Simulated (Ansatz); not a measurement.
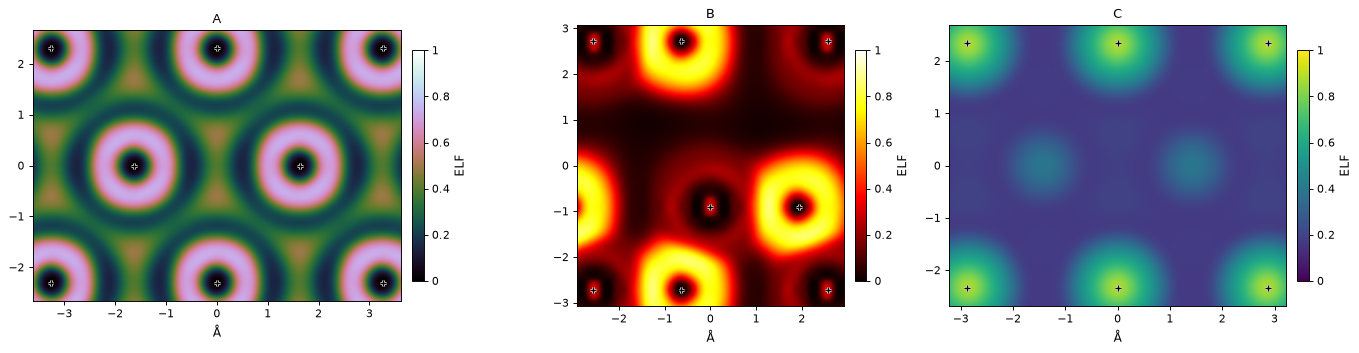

The electron localisation function of 3 systems, each on a plane through atoms (crosses mark nuclei in the plane).

These are results of DFT, PBEsol, PAW with Ansatz's default frozen-core files, scalar-relativistic; relaxation of cell and atoms in Ansatz, not measurements.

System 1: Ta, the (11̄0) plane of the conventional cell. Space group Im-3m; computed without spin polarisation.

```xyz
2
Lattice="3.2718 0.0000 0.0000 0.0000 3.2718 0.0000 0.0000 0.0000 3.2718" Properties=species:S:1:pos:R:3 pbc="T T T"
Ta    0.0000    0.0000    0.0000
Ta    1.6359    1.6359    1.6359
```

System 2: GaN, the (110) plane of the conventional cell. Space group P6₃mc; computed pressure about 7 GPa in this cell.

```
CELL_PARAMETERS angstrom
3.14619 0.00000 0.00000
-1.57309 2.72468 0.00000
0.00000 0.00000 5.12644
ATOMIC_POSITIONS crystal
Ga 0.33333 0.66667 0.99925
Ga 0.66667 0.33333 0.49925
N 0.33333 0.66667 0.37575
N 0.66667 0.33333 0.87575
```

System 3: Ag, the (010) plane of the conventional cell. Space group P6₃/mmc.

```cif
data_structure
_symmetry_space_group_name_H-M 'P 1'
_symmetry_Int_Tables_number 1
_cell_length_a 2.8733
_cell_length_b 2.8733
_cell_length_c 4.6774
_cell_angle_alpha 90.000
_cell_angle_beta 90.000
_cell_angle_gamma 120.000
_cell_volume 33.44
loop_
_atom_site_label
_atom_site_type_symbol
_atom_site_fract_x
_atom_site_fract_y
_atom_site_fract_z
_atom_site_occupancy
Ag1 Ag 0.33333 0.66667 0.25000 1
Ag2 Ag 0.66667 0.33333 0.75000 1
```

### Match each panel to its system.

Panel A is system 1, Ta: the plane holds Ta. Ta–Ta (2.83 Å): the ELF is about 0.30 at the midpoint (no localised pair shows between them). Panel B is system 2, GaN: the plane holds Ga and N. Ga–N (1.92 Å): the ELF peaks at about 0.85 in the valence shell of N, 0.6 Å from its nucleus, and is about 0.50 at the midpoint. Panel C is system 3, Ag: the plane holds Ag. Ag–Ag (2.87 Å): the ELF is about 0.15 at the midpoint; no localised pair shows between them.
